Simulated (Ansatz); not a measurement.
**Energy of Ti along a strain of the cell**

System: Ti (Immm, 1 atom in the cell).
Method: DFT r2SCAN, scalar-relativistic, plane waves, PAW, no spin polarisation (Ansatz 0.2.0).

The 6 runs differ only in the geometry, by a strain of the cell at fixed fractional positions. Against run 4, the strain is εyy = −0.02 η, εyz = η and εzz = −0.02 η. The structure derives from an entry of the Crystallography Open Database.

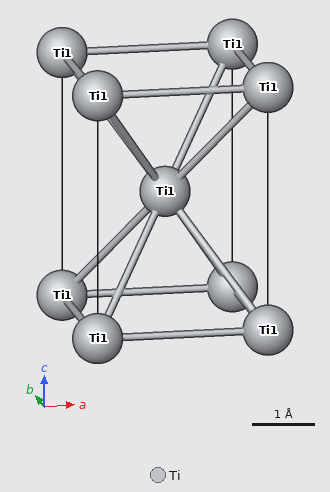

Figure 1. The structure of run 4 (ball-and-stick view of the cell 2 times as large as that of the calculation, set on its symmetry axes, seen slightly off an axis; atoms are numbered from 1 in the order of the input). An atom can appear more than once, as a periodic image.

## Input of run 4
```yaml
crystal:
  lattice:
    - [0.0, 2.0680625, 2.0680625]
    - [2.03, 0.0380625, 2.03]
    - [2.03, 2.03, 0.0380625]
  atoms:
    - { symbol: Ti, position: [0.0, 0.0, 0.0] }
basis:
  ecutwfc: 500
kpoints:
  mp_grid: { grid: [20, 20, 20] }
hamiltonian:
  xc: r2scan
scf:
  occupations: { method: gaussian, width: 0.15 }
output:
  forces: true
  stress: true
  eigenvalues: true
```

Command:
```bash
ansatz run input.yaml --threads 1 --pin off --max-ram 2560MiB --backend cpu --events-out ev --progress --plain --runs-dir out
```

Run 2 differs from it as follows:
```diff
-    - [0.0, 2.0680625, 2.0680625]
-    - [2.03, 0.0380625, 2.03]
-    - [2.03, 2.03, 0.0380625]
+    - [0.0, 1.953875, 1.953875]
+    - [2.03, -0.076125, 2.03]
+    - [2.03, 2.03, -0.076125]
```

## Results, with one run withheld

| run | strain parameter η (%) | free energy per atom, from the lowest run given (meV) | pressure (GPa) |
| --- | --- | --- | --- |
| 1 | −9.3783 | 79.34 | 4.89 |
| 2 | −5.6270 | ? | ? |
| 3 | −0.9403 | 0.00 | 4.43 |
| 4 | 0.0000 | 3.93 | 4.46 |
| 5 | 0.9353 | 10.43 | 4.51 |
| 6 | 4.6866 | 61.24 | 4.81 |

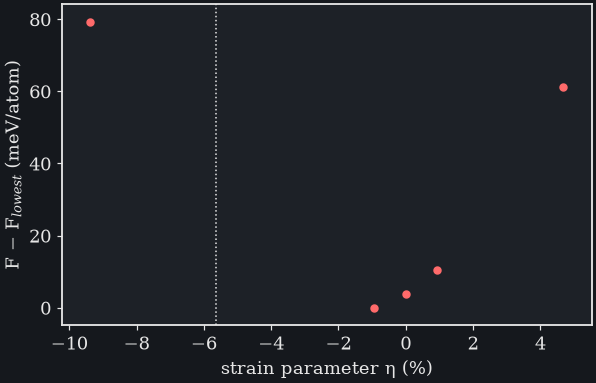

Figure 2. Free energy per atom of the runs given; the dotted line marks run 2.

What should run 2 give?

A cubic polynomial in the coordinate, fitted to the 5 runs given, misses them by at most 0.03 meV per atom. With x = η + 0.9393, it reads F = −0.0096378 + 2.8758 x + 1.4364 x² − 0.0022009 x³ (meV per atom). At run 2 it gives 18.30 meV per atom, and the run itself gives 19.56. The fit has its minimum at η = −1.9381 %. The miss comes from the order of the polynomial or from scatter in that run; these data can't tell which.

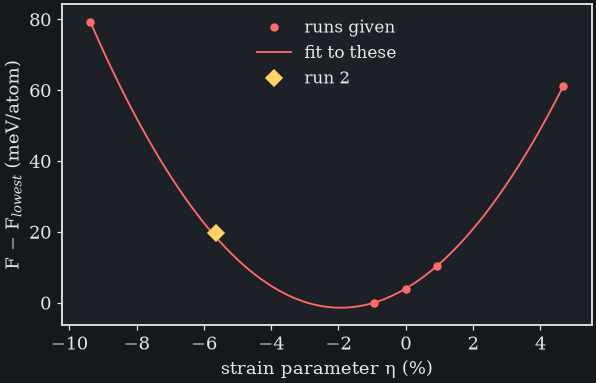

Figure 3. The fit and the withheld run.

## Output, shortened to warnings, some set-up lines, iterations and results (run 2)
```
Basis set: ecut = 500 eV, 419 PW (Γ), exchange–correlation on 96×96×96 points (64 copies of the dense FFT grid, shifted against one another)
Symmetry: 8 space group operations
k-points: 1166 of 8000
Initial density: superposition of atomic densities (neutral atoms: chi_scale 0, normalization atom), corrected by the library's trained network
[...]
SCF iter   1: F=—  HF=-2504.253640 eV  |F-HF|=—  |Δ(HF+E_count)|=         —  Δρ=1.47e-2  dr2=3.24e-2  dr2_τ=9.25e-3  ethr=1.77e-3  ⟨swp⟩=4.4  Hψ=62166  notcnv=0
SCF iter   2: F=—  HF=-2504.277800 eV  |F-HF|=—  |Δ(HF+E_count)|=   2.42e-2  Δρ=4.51e-3  dr2=2.04e-3  dr2_τ=7.16e-4  ethr=2.70e-4  ⟨swp⟩=2.9  Hψ=31731  notcnv=0  defer=4
SCF iter   3: F=—  HF=-2504.277620 eV  |F-HF|=—  |Δ(HF+E_count)|=   1.80e-4  Δρ=1.78e-3  dr2=1.78e-4  dr2_τ=6.70e-5  ethr=1.70e-5  ⟨swp⟩=2.9  Hψ=19159  notcnv=0  defer=4
SCF iter   4: F=—  HF=-2504.278062 eV  |F-HF|=—  |Δ(HF+E_count)|=   4.43e-4  Δρ=1.41e-4  dr2=1.76e-6  dr2_τ=3.83e-7  ethr=1.49e-6  ⟨swp⟩=2.0  Hψ=18511  notcnv=0  defer=4
SCF iter   5: F=—  HF=-2504.278068 eV  |F-HF|=—  |Δ(HF+E_count)|=   5.62e-6  Δρ=3.27e-5  dr2=8.69e-8  dr2_τ=8.93e-9  ethr=1.47e-8  ⟨swp⟩=2.6  Hψ=18459  notcnv=0  defer=4
SCF iter   6: F=-2504.278068 eV  HF=-2504.278068 eV  |F-HF|=1.17e-9  |Δ(HF+E_count)|=   1.22e-7  Δρ=5.81e-6  dr2=2.53e-9  dr2_τ=2.80e-10  ethr=7.24e-10  ⟨swp⟩=2.0  Hψ=41748  …
SCF 1 converged in 6 iterations: F = -2504.278068 eV  dr2 = 2.53e-9
SCF converged after 6 iterations
Free energy (F): -2504.278068 eV
Harris-Foulkes:  -2504.278068 eV  (|F-HF|=1.17e-9)
Internal energy: -2504.261538 eV  (E = F + TS)
E sigma→0 (E₀):  -2504.269803 eV
Entropy (-TS):   -0.016531 eV (-16.531 meV/atom)
Fermi energy:    13.888691 eV
--- Per-component energies (eV) ---
  E_band       = -162.440347
  E_kinetic    = 273.651563
  E_local      = -789.744547  (includes V_loc(G=0)·N_el)
  E_nonlocal   = 7.525958
  E_hartree    = 325.316401
  E_xc         = -93.120056
  E_vxc        = -133.184037  (∫ρ·V_xc dr)
  E_paw        = -1056.968024  (= ΣΔE_a)
  E_vpaw       = -180.514222  (= ΣTr[D̂ρ^β])
  E_aug_tail   = 0.000091  (compensation charges beyond the density's cutoff)
  E_vtau       = 9.192126  (kinetic-family band-sum trace: ∫τ·v_τ [+ j·A + Jᵃ·Aᵃ] dr)
  E_ewald      = -1170.669467
  E_core_change = -0.253457  (= ΣΔE_core)
  E_smearing   = -0.016531  (= −TS)
  E_closure    = 0.000000  (closes the sum)
  Σ components = -2504.278068   (vs F -2504.278068, Δ=0.00e0)
--- Forces (eV/Å), atoms counted from 1 ---
  atom   1  Ti    -0.00000000    -0.00000000    -0.00000000
  max |Σ_I F_I| component: 7.40e-32 eV/Å
--- Stress (GPa, compression-positive) ---
        4.487058       0.000000       0.000000
        0.000000       4.626861       5.125471
        0.000000       5.125471       4.626861
  P = ⅓ Tr σ = 4.5803 GPa (45.803 kbar)
```
